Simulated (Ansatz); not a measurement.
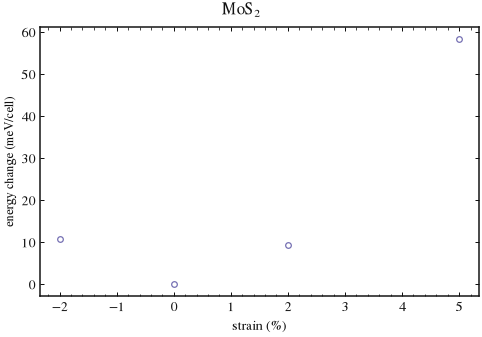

Plotted: energy change against strain for MoS₂ (a slab or sheet, periodic in two directions).

Structure:
```yaml
crystal:
  lattice:
    - [3.13570, 0.00000, 0.00000]
    - [-1.56780, 2.71560, 0.00000]
    - [0.00000, 0.00000, 32.41160]
  atoms:
    - { symbol: S, position: [0.00000, 0.00000, 0.45038] }
    - { symbol: Mo, position: [0.66667, 0.33333, 0.50000] }
    - { symbol: S, position: [0.33333, 0.66667, 0.54962] }
```

Computed with Ansatz 0.2.0: a free-standing sheet under strain in its plane, atoms relaxed at each strain, energy counts from the given unstrained cell, the sheet is isolated along c, plane waves with PAW datasets, Γ-centred k mesh. Level: PBE with D3(BJ), no spin polarisation.

```json
{"setting": "wave cutoff", "value": "420 eV"}
{"setting": "k mesh", "value": "18×18×1"}
{"setting": "occupations", "value": "Gaussian"}
{"setting": "smearing width", "value": "0.1 eV"}
{"setting": "boundary", "value": "isolated"}
{"setting": "strain kind", "value": "along x"}
```

Does the undistorted structure sit at the bottom of the curve?

Yes: the energy rises on both sides of the starting structure, which is therefore a minimum along this path.
